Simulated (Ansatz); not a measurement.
Single-point calculation of HgTe

System: HgTe (I-4m2, 2 atoms in the cell).
Method: DFT PBE, scalar-relativistic, plane waves, PAW, no spin polarisation (Ansatz 0.2.0).

The structure derives from an entry of the Crystallography Open Database. It belongs to a series of runs on one base structure; here: strain +0.000 along x and y, +0.015 along z, atoms carried along. Figures and captions count atoms from 1; the log counts them from 0 in places.

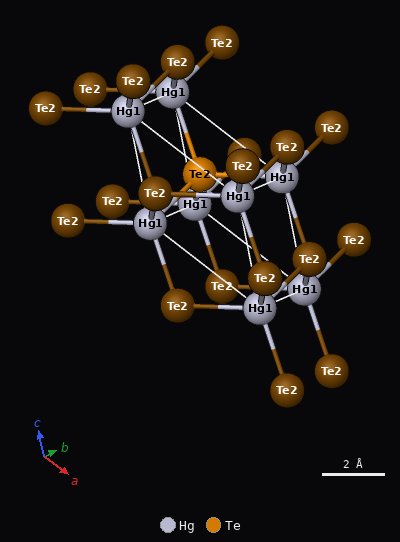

Figure 1. The structure as given in the input (ball-and-stick view of the reduced cell, seen slightly off an axis; neighbours outside the cell are drawn fainter; atoms are numbered from 1 in the order of the input). An atom can appear more than once, as a periodic image. Near neighbours in the periodic cell (some may lie outside the picture): Hg has 4 Te at 2.81 Å; Te has 4 Hg at 2.81 Å.

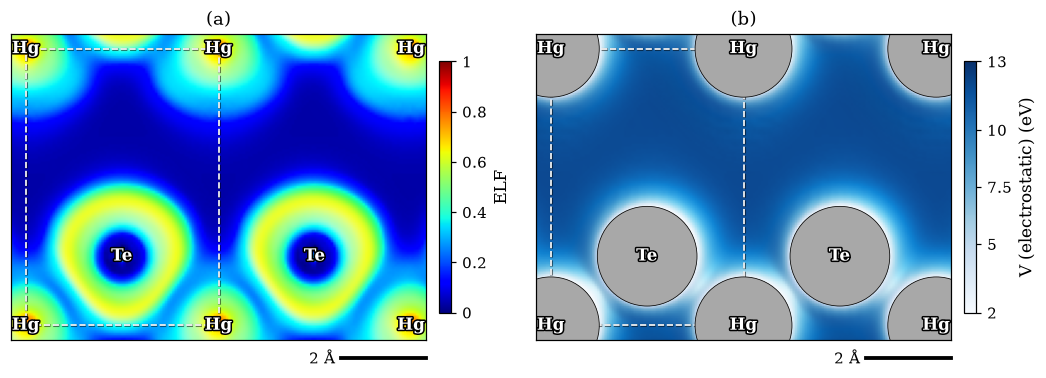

Figure 2. (a) electron localisation function; (b) electrostatic potential (local pseudopotential plus Hartree) felt by an electron on the (100) plane of the conventional cell. Grey discs, where drawn, cover atomic cores. The section cuts through Hg and Te sites. Hg–Te (2.81 Å): the ELF peaks at about 0.60 in the valence shell of Te, 1.2 Å from its nucleus, and drops to about 0.25 between the two atoms. The strong features right at Hg lie inside the PAW spheres (semicore, d or f shells) and say nothing about bonding. Outside the cores the potential energy rises away from the atoms and is highest about 2.8 Å from the nearest atoms; outside the discs it spans about 10 eV, and its zero is arbitrary. Core electrons are frozen (PAW), so the fields are smoothed inside the atomic spheres.

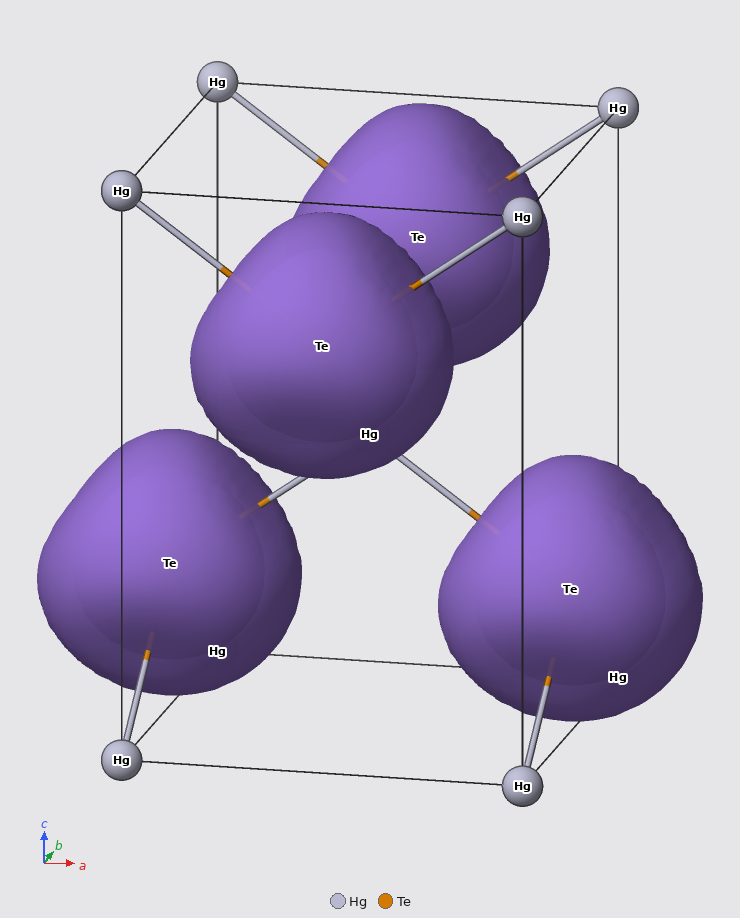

Figure 3. Isosurface of the ELF at 0.55 (purple), seen slightly off an axis. Core shells and regions of very low density are left out. Sticks mark near contacts. The outline is the cell set on symmetry axes. Profiles from the grid: Hg–Te (2.81 Å): the ELF peaks at about 0.60 in the valence shell of Te, 1.2 Å from its nucleus, and drops to about 0.25 between the two atoms.

The input and output of the run follow.

The input
```yaml
crystal:
  lattice:
    - [0.0, 3.2235, 3.2718525]
    - [3.2235, 0.0, 3.2718525]
    - [3.2235, 3.2235, 0.0]
  atoms:
    - { symbol: Hg, position: [0.0, 0.0, 0.0] }
    - { symbol: Te, position: [0.75, 0.75, 0.75] }
basis:
  ecutwfc: 420
kpoints:
  mp_grid: { grid: [14, 14, 14] }
hamiltonian:
  xc: pbe
scf:
  occupations: { method: gaussian, width: 0.15 }
output:
  forces: true
  stress: true
  eigenvalues: true
  write_density: true
  write_potential: true
  elf: true
  volumetric_format: npy
```

Command:
```bash
ansatz run input.yaml --threads 1 --pin off --max-ram 2560MiB --backend cpu --events-out ev --progress --plain --runs-dir out
```

What the program printed
```
Engine: ansatz 0.2.0, x86_64-unknown-linux-gnu
Pseudopotentials: kind: paw
Pseudopotential: Hg, paw, valence charge 20, recommended cutoff 420 eV (normal), Hg.paw.azcp
Pseudopotential: Te, paw, valence charge 16, recommended cutoff 420 eV (normal), Te.paw.azcp
Functional definition: PBE
  parameter kappa = 0.804
  parameter beta = 0.06672455060314922
  exchange = pbe_x(kappa = kappa, mu = beta*pi^2/3)
  correlation = pbe_c(beta = beta)
Crystal: 2 atoms, lattice volume = 67.995 Å³
Basis set: ecut = 420 eV, 1363 PW (Γ), exchange–correlation on 64×64×64 points (8 copies of the dense FFT grid, shifted against one another)
Bands: 22, of which v1, the nominal top of the filled ones, is band 18 counted from 1 (17 counted from 0)
Symmetry: 8 space group operations
Space group: I-4m2 (ITA 119), of the structure as read, at distance tolerance 4.1e-5 Å
k-points: 244 of 2744 (time reversal used)
Non-local potential: Hg, projectors of the file, l = 0: 3, l = 1: 2, l = 2: 2, l = 3: 1
Non-local potential: Te, projectors of the file, l = 0: 2, l = 1: 2, l = 2: 2, l = 3: 2
PAW form: soft (Blöchl's): semilocal exchange-correlation on the pseudo side does not see the compensation charge
PAW one-centre angular grid: Hg, 590 points (default); XC on 64 Gauss nodes
PAW one-centre angular grid: Te, 590 points (default); XC on 64 Gauss nodes
Initial density: superposition of atomic densities (neutral atoms: chi_scale 0, normalization atom), corrected by the library's trained network
Initial wavefunctions: pseudopotential atomic-orbital guess
Functional: x = pbe(κ = 0.804, μ = 0.2195149727645171), c = pbe(β = 0.06672455060314922)
SCF iter   1: F=—  HF=-20793.697052 eV  |F-HF|=—  |Δ(HF+E_count)|=         —  Δρ=1.22e-3  dr2=2.21e-3  ethr=1.77e-3  ⟨swp⟩=5.9  Hψ=24846  notcnv=0
preconditioner: auto → none  [insulator: Δε(μ)=0.338 eV  Ē_g=10.583 eV  σ=0.150 eV  W_gap=0.85  n_scr=14 (ndim 8)  ℏωp=19.1 eV  f_vac=0.185  D(μ)=0.02/eV (n_scr^D=0)  ε∞_Penn≈4.3]
SCF iter   2: F=—  HF=-20793.696832 eV  |F-HF|=—  |Δ(HF+E_count)|=   2.20e-4  Δρ=5.40e-4  dr2=2.36e-4  ethr=6.13e-6  ⟨swp⟩=2.3  Hψ=9868  notcnv=0
SCF iter   3: F=—  HF=-20793.696920 eV  |F-HF|=—  |Δ(HF+E_count)|=   8.76e-5  Δρ=2.30e-4  dr2=3.42e-5  ethr=6.55e-7  ⟨swp⟩=2.0  Hψ=7358  notcnv=0
SCF iter   4: F=—  HF=-20793.696975 eV  |F-HF|=—  |Δ(HF+E_count)|=   5.59e-5  Δρ=9.98e-5  dr2=8.79e-6  ethr=9.49e-8  ⟨swp⟩=2.0  Hψ=7506  notcnv=0
SCF iter   5: F=—  HF=-20793.696993 eV  |F-HF|=—  |Δ(HF+E_count)|=   1.75e-5  Δρ=2.53e-5  dr2=4.79e-7  ethr=2.44e-8  ⟨swp⟩=2.0  Hψ=7567  notcnv=0
SCF iter   6: F=-20793.696995 eV  HF=-20793.696995 eV  |F-HF|=6.37e-8  |Δ(HF+E_count)|=   1.67e-6  Δρ=4.66e-6  dr2=1.56e-8  ethr=2.78e-10  ⟨swp⟩=12.6  Hψ=41488  notcnv=0
SCF 1 converged in 6 iterations: F = -20793.696995 eV  dr2 = 1.56e-8
  greatest PAW one-centre occupation: 1.000 electrons in one spin orbital (limit 2), on the Hg atom at site 0 (counted from 0), in its partial waves of l = 0
SCF converged after 6 iterations
Free energy (F): -20793.696995 eV
Harris-Foulkes:  -20793.696995 eV  (|F-HF|=6.37e-8)
Internal energy: -20793.696776 eV  (E = F + TS)
E sigma→0 (E₀):  -20793.696885 eV
Entropy (-TS):   -0.000219 eV (-0.110 meV/atom)
Fermi energy:    8.760588 eV
--- Per-component energies (eV) ---
  E_band       = -774.293158
  E_kinetic    = 784.473274
  E_local      = -4818.687236  (includes V_loc(G=0)·N_el)
  E_nonlocal   = -237.915009
  E_hartree    = 2342.604559
  E_xc         = -344.806619
  E_vxc        = -366.579759  (∫ρ·V_xc dr)
  E_paw        = -14606.654343  (= ΣΔE_a)
  E_vpaw       = -820.796722  (= ΣTr[D̂ρ^β])
  E_aug_tail   = 0.000744  (compensation charges beyond the density's cutoff)
  E_ewald      = -3912.712147
  E_smearing   = -0.000219  (= −TS)
  E_closure    = 0.000000  (closes the sum)
  Σ components = -20793.696995   (vs F -20793.696995, Δ=0.00e0)
--- Forces (eV/Å), atoms counted from 1 ---
  atom   1  Hg     0.00000000     0.00000000     0.00000000
  atom   2  Te    -0.00000000    -0.00000000    -0.00000000
  max |Σ_I F_I| component: 6.25e-17 eV/Å
--- Stress (GPa, compression-positive) ---
        3.346063      -0.000000      -0.000000
       -0.000000       3.346063      -0.000000
       -0.000000      -0.000000       3.151832
  P = ⅓ Tr σ = 3.2813 GPa (32.813 kbar)
--- Band table (eV; the first three rows and the last of 244) ---
  k-point 0: bands = ["-106.2464", "-54.7039", "-54.7039", "-54.7037", "-28.0907", "-28.0907", "-28.0883", "-28.0838", "-28.0806", "-3.3116", "1.3127", "1.3165", "1.3165", "1.8319", "1.8420", "7.8868", "8.5867", "8.6396", "8.6396", "12.8843", "12.8843", "12.8861"]
  k-point 1: bands = ["-106.2464", "-54.7039", "-54.7039", "-54.7037", "-28.0907", "-28.0907", "-28.0882", "-28.0837", "-28.0806", "-3.2861", "1.3200", "1.3238", "1.3251", "1.8312", "1.8410", "7.3839", "8.5429", "8.5807", "8.9824", "12.8049", "12.9667", "12.9676"]
  k-point 2: bands = ["-106.2464", "-54.7039", "-54.7039", "-54.7037", "-28.0907", "-28.0907", "-28.0882", "-28.0837", "-28.0806", "-3.2135", "1.3401", "1.3438", "1.3556", "1.8302", "1.8388", "6.5671", "8.3829", "8.4252", "9.3525", "12.8330", "13.1726", "13.1772"]
  k-point 243: bands = ["-106.2464", "-54.7039", "-54.7039", "-54.7038", "-28.0903", "-28.0903", "-28.0891", "-28.0838", "-28.0802", "-2.5567", "1.4972", "1.6518", "1.6518", "1.8993", "2.2670", "3.1905", "6.4230", "6.4230", "10.6077", "11.1837", "16.7266", "17.4697"]
```

Key numbers

- outcome: converged
- space group (tolerance 0.01 Å): I-4m2 (119)
- electrons treated: 36
- free energy: −20793.6970 eV
- Fermi energy: 8.761 eV
- gap on the k-point mesh: none (metallic)
- pressure: 3.28 GPa
- largest force (length of the vector): under 0.001 eV/Å
- hardware: 1 thread of AMD EPYC (Zen 5), 32 GiB of memory available, shared host
- wall time: 15 s
- peak memory: 0.66 GiB

Remarks

Spin–orbit coupling is left out, which matters for Hg.
